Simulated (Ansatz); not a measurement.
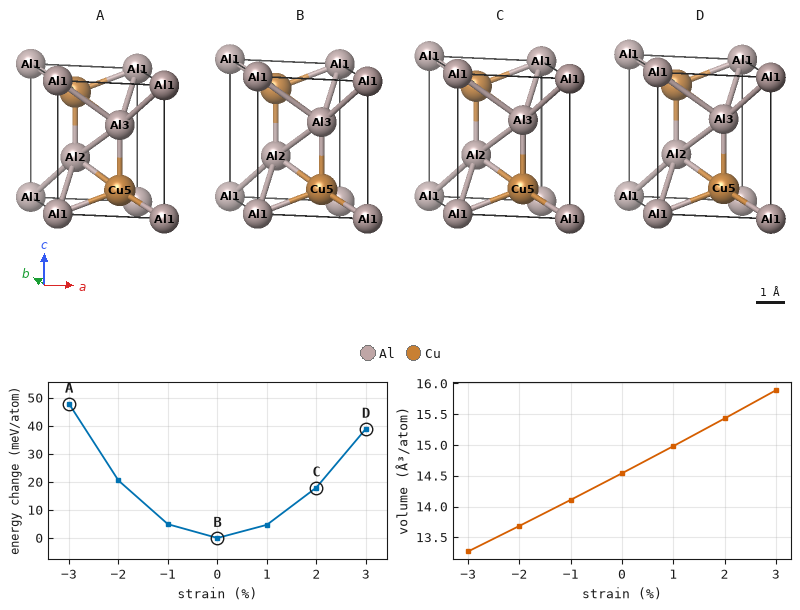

Members of a series of calculations on a crystal of Al₃Cu₂ (set up in P-3m1), marked on the first curve. Style: ball-and-stick. Shown: the cell of the calculation, slightly off an axis.

Method: DFT r2SCAN, scalar-relativistic, plane waves, PAW (Ansatz 0.2.0). Settings: plane-wave cutoff 500 eV; k-point mesh 12 × 12 × 8; occupations gaussian; smearing width 0.1 eV; no spin polarisation.

Q: Which kind of strain is it, and how does the structure respond?

A: Equal strain along all axes, cell held, atoms relaxed. A (strain −3.0 %): energy change 47.9 meV/atom, volume 13.27 Å³ per atom. B (strain 0.0 %): energy change 0.0 meV/atom, volume 14.54 Å³ per atom. C (strain 2.0 %): energy change 18.0 meV/atom, volume 15.43 Å³ per atom. D (strain 3.0 %): energy change 38.9 meV/atom, volume 15.89 Å³ per atom. The rest compares A with D. Cell: a = b 3.979 → 4.225 Å (+6.2 %), c 4.840 → 5.140 Å (+6.2 %). Volume +19.7 %. Among the bonded contacts that change: Al–Al 2.708 → 2.893 Å, Al–Al 2.860 → 3.027 Å, Al–Cu 2.421 → 2.576 Å.
